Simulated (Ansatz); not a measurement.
# Ni: is there a lower state than plain starts find?, part 2 of 2

Aim: test whether Ni has a self-consistent state below the best one that plain SCF starts reached, by the runs listed below. We look at Ni: the measured crystal structure (space group Fm-3m, primitive cell doubled), with 2 atoms per cell. Source: COD entry 9012427, which need not be the ambient phase.

Ansatz 0.2.0; DFT HSE06, PAW, plane waves, scalar-relativistic. Earlier steps stand in the parts before.

**4. The moments typed in its input, symmetry off, plain SCF**

The COD entry's cell or inner coordinates are ideal or old and differ from later refinements, so a difference from it is no clean test against experiment.

Contents of input.yaml:

```yaml
crystal:
  lattice:
    - [0.0, 3.5168, 3.5168]
    - [1.7584, 0.0, 1.7584]
    - [1.7584, 1.7584, 0.0]
  atoms:
    - { symbol: Ni, position: [0.0, 0.0, 0.0], spin: 0.4 }
    - { symbol: Ni, position: [0.5, 0.0, 0.0], spin: 0.4 }
  symmetry: { detect: false, time_reversal: true }
magnetization:
  spin_polarized: true
hamiltonian:
  xc: hse06
  pseudopotentials: { kind: paw }
basis:
  ecutwfc: 420
kpoints:
  mp_grid: { grid: [4, 7, 7] }
scf:
  occupations: { method: fermi_dirac, width: 0.05 }
  lower_state_search: "off"
output:
  forces: true
  stress: true
```

Launch:

```sh
$ ansatz run input.yaml --threads 4 --pin off --max-ram 10240MiB --backend cpu --events-out ev --progress --plain --runs-dir out
```

Standard output, cut to the lines that bear on the results:

```text
[... 12 lines as in an earlier run ...]
Bands: 23, of which v1, the nominal top of the filled ones, is band 18 counted from 1 (17 counted from 0)
Symmetry: 1 space group operations
k-points: 99 of 196 (time reversal used)
[... 5 lines as in an earlier run ...]
Starting moments: Σ|m| = 0.8 μB on 2 of 2 sites
[... 2 lines as in an earlier run ...]
[...]
SCF iter   1: F=—  HF=-11679.396350 eV  |F-HF|=—  |Δ(HF+E_count)|=         —  Δρ=4.23e-2 (↑4.23e-2 ↓1.78e-2)  dr2=1.09e-1  dr2_m=1.46e-1  M=0.990 μB ∫|m|=1.017 μB  β_m=1.00  ethr=2.77e-4  ⟨swp⟩=4.5  Hψ=27594  notcnv=0
[...]
spin-set hold released at iteration 11 (site moments contracting): the magnetisation degrees of freedom join the quasi-Newton model from the next iteration; the mixer history was flushed
[...]
this state was not tested for a lower state beside it, because the functional holds exact exchange (a hybrid, or Hartree-Fock), whose exchange loop this test does not read (fock_operator); [...]
hybrid SCF converged: 19 outer / 215 inner (+24 warm-up), last move |dexx| = 1.16e-11 eV, tail = 1.25e-11 eV
Magnetization: 1.7777 μB (18.8888 up, 17.1112 down)
Absolute magnetization: 2.1839 μB (∫|ρ↑−ρ↓|, with the PAW one-centre terms)
Spin contamination: 0.1012 ħ² per cell (⟨S²⟩ above its minimum at these occupations)
Per-site moments (μB) at R_I (Å): [(0.9605053333992573, 1.0257856653317008), (0.960505224316623, 1.0257856653317008)]
Free energy (F): -11675.491485 eV
Frozen-core exchange: fock
[...]
E sigma→0 (E₀):  -11675.489525 eV
Entropy (-TS):   -0.003922 eV (-1.961 meV/atom)
Fermi energy:    18.179083 eV
[... 32 lines left out: energy terms, forces, stress, bands ...]
```

It took 11 min on 4 threads of Intel Xeon at 2.50GHz (Skylake/Cascade Lake), shared host; peak memory 1.4 GiB.

Nothing new: the 239 iterations lead to the state found in step 1 (ferromagnetic).

**5. The moments typed in its input, standard search level**

Changes to input.yaml since step 4:

```diff
@@ -8,3 +8,2 @@
     - { symbol: Ni, position: [0.5, 0.0, 0.0], spin: 0.4 }
-  symmetry: { detect: false, time_reversal: true }
 magnetization:
@@ -20,3 +19,3 @@
   occupations: { method: fermi_dirac, width: 0.05 }
-  lower_state_search: "off"
+  lower_state_search: standard
 output:
@@ -24 +23,5 @@
   stress: true
+  write_density: true
+  write_potential: true
+  elf: true
+  volumetric_format: npy
```

Launch:

```sh
$ ansatz run input.yaml --threads 4 --pin off --max-ram 10240MiB --backend cpu --events-out ev --progress --plain --runs-dir out
```

Standard output, cut to the lines that bear on the results:

```text
[... 3 lines as in an earlier run ...]
the run goes by scf.lower_state_search standard: where its kind and settings allow, a search for a lower-energy state can add stability tests and further SCF calculations, which can take several times, in some runs tens of times, as long as the SCF (see the manual's entry of the key); [...]
[... 18 lines as in an earlier run ...]
Starting moments: Σ|m| = 0.8 μB on 2 of 2 sites
[... 2 lines as in an earlier run ...]
[...]
SCF iter   1: F=—  HF=-11679.396370 eV  |F-HF|=—  |Δ(HF+E_count)|=         —  Δρ=4.23e-2 (↑4.23e-2 ↓1.78e-2)  dr2=1.09e-1  dr2_m=1.46e-1  M=0.990 μB ∫|m|=1.017 μB  β_m=1.00  ethr=2.78e-4  ⟨swp⟩=4.5  Hψ=16829  notcnv=0
[...]
[... 1 line as in an earlier run ...]
this state was not tested for a lower state beside it, because the functional holds exact exchange (a hybrid, or Hartree-Fock), whose exchange loop this test does not read (fock_operator); [...]
hybrid SCF converged: 4 outer / 55 inner (+20 warm-up), last move |dexx| = 4.43e-6 eV, tail = 2.06e-8 eV
Magnetization: 1.7777 μB (18.8888 up, 17.1112 down)
Absolute magnetization: 2.1839 μB (∫|ρ↑−ρ↓|, with the PAW one-centre terms)
Spin contamination: 0.1012 ħ² per cell (⟨S²⟩ above its minimum at these occupations)
Per-site moments (μB) at R_I (Å): [(0.9605038538740376, 1.0257856653317008), (0.9605038538740378, 1.0257856653317008)]
Free energy (F): -11675.491485 eV
Frozen-core exchange: fock
[...]
E sigma→0 (E₀):  -11675.489525 eV
Entropy (-TS):   -0.003922 eV (-1.961 meV/atom)
Fermi energy:    18.179095 eV
[... 31 lines left out: energy terms, forces, stress, bands ...]
[... 1 line as in an earlier run ...]
```

Run time: 3.8 min. Hardware: 4 threads of Intel Xeon at 2.50GHz (Skylake/Cascade Lake), shared host; peak memory 1 GiB.

This is the state of step 1 again (ferromagnetic), after 75 iterations.

Under exact exchange the program makes no test for lower states, so this run searched nothing.

**6. All ends together**

| step | iterations | state | moments of Ni1 Ni2 (μB) | total (μB) | gap (eV) | pressure (GPa) | above lowest (meV/atom) |
| --- | --- | --- | --- | --- | --- | --- | --- |
| 1 | 280 | 1 | 0.96 0.96 | 1.78 | none | 9.9 | 0.0 |
| 2 | 123 | 1 | 0.96 0.96 | 1.78 | none | 9.9 | 0.0 |
| 3 | 92 | 2 | 0.73 -0.73 | 0.00 | none | 9.7 | 151 |
| 4 | 239 | 1 | 0.96 0.96 | 1.78 | none | 9.9 | 0.0 |
| 5 | 75 | 1 | 0.96 0.96 | 1.78 | none | 9.9 | 0.0 |

States are numbered from the lowest. Starts by step: 2 parallel moments, default search level; 3 opposed moments +-, default search level; 4 the moments typed in its input, symmetry off, plain SCF; 5 the moments typed in its input, standard search level. Step 1 is the best of the earlier plain starts.

The 4 runs of this session took 24 min in all, from 3.7 min to 11 min each.

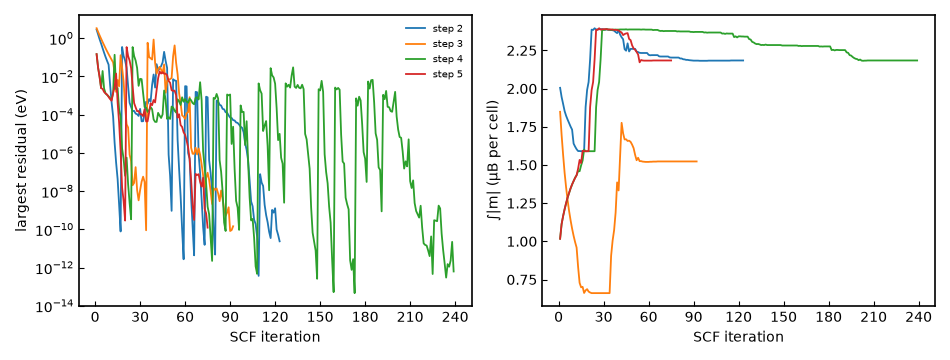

Residual and absolute moment along the iterations.

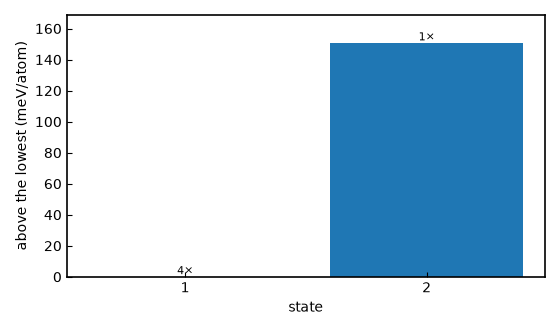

Energy of each distinct state, with the number of starts that reached it (red ferromagnetic, blue opposed moments, grey non-magnetic, green other).

**7. Results**

What follows sums up all 2 parts.

```
         quantity                                                      value
  distinct states  2 from 5 converged runs, the best start of step 1 counted
     lowest state                                              ferromagnetic
      its moments                                      Ni1 0.96, Ni2 0.96 μB
     total moment                                           1.78 μB per cell
gap on the k-mesh                                                       none
         pressure                                                    9.9 GPa
    largest force                                                 0.000 eV/Å
       next state                     antiferromagnetic, 151 meV/atom higher
```

No run goes below the best plain start. 5 runs converged, to 2 different states. The best antiferromagnetic state lies 151 meV/atom above the best ferromagnetic one; partly filled bands take part, so the difference isn't exchange alone. These are lowest states among those tried, not proven ground states. The mesh is coarse, so energy differences (and at times their sign) aren't converged. The mesh has less symmetry than the lattice, which lowers the symmetry of the run.
